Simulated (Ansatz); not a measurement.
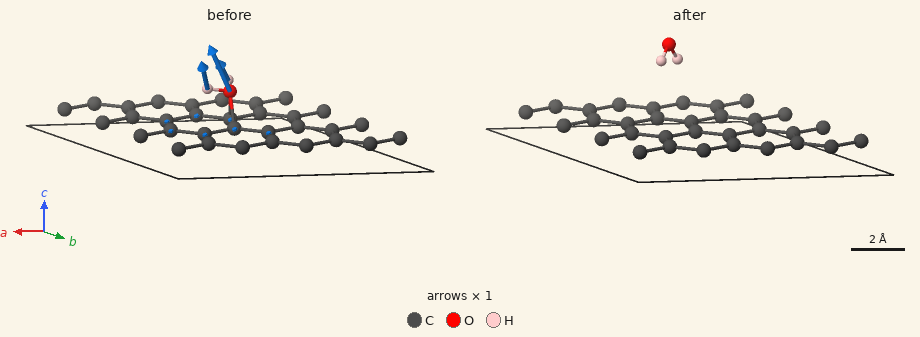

The structure of a slab of composition H2C32O before (left) and after (right) a relaxation, at one scale. The blue arrows give the displacements, at their true length.

A ball-and-stick model of the cell of the calculation, outlined in the plane, without the vacuum (origin shifted), seen from a free direction.

It is H2O on graphene monolayer, set down by a guess. The run prepares an end point of a later path (molecule hop) calculation, from a guessed geometry.

Computed with Ansatz 0.2.0, DFT PBE-D3(BJ), scalar-relativistic, plane waves, PAW. (plane-wave cutoff 420 eV; k-point mesh 2 × 2 × 1; occupations fermi dirac; smearing width 0.02 eV; no spin polarisation; atoms relaxed in a fixed cell; force threshold 0.03 eV/Å; at most 60 steps)

> Summarise the run.

The largest move relative to the layer's centre is that of the O atom, 2.08 Å at 23° to the normal (+c side). Largest moves by element: O 2.08 Å, H 1.43 Å, C 0.15 Å. The lattice vectors keep their values. Near-neighbour distances that change, for instance: C–O 1.448 → 3.543 Å, C–O 1.487 → 3.520 Å, H–O 0.959 → 0.970 Å. Bonds break: C–O (1.45 → 3.54 Å), C–O (1.49 → 3.52 Å). The energy falls by 9.711 eV per cell of the calculation in 20 accepted moves (22 points after the start). The largest force component goes from 16 to 0.023 eV/Å. The line search rejected the trial steps at points 12, 14 of the run. The forces were under the threshold at step 13, but the run went on from there.
